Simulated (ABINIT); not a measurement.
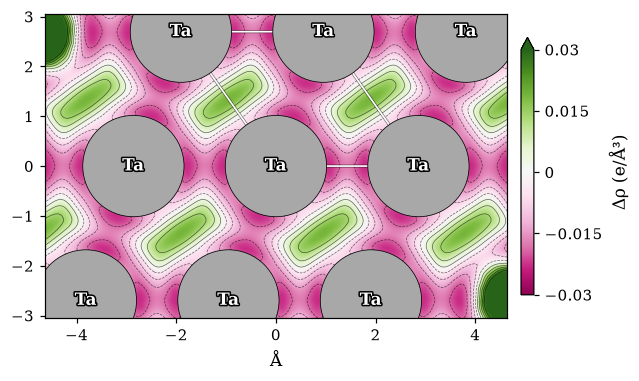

Ta. Difference of the valence pseudo-densities of two functionals at the same geometry, on the (101̄) plane of the calculation cell: one of HCTH407 and RPBE less the other.

Both computed with ABINIT (plane waves, PAW), on the same k-point mesh. Grey discs cover the atomic cores.

> Which was subtracted from which, and what does the map show?

It is HCTH407 less RPBE. Against RPBE, HCTH407 gives less density around Ta (−0.014 e/Å³ on average at 1.2 Å from the nucleus) and a change of −0.017 e/Å³ at the midpoint of Ta–Ta.
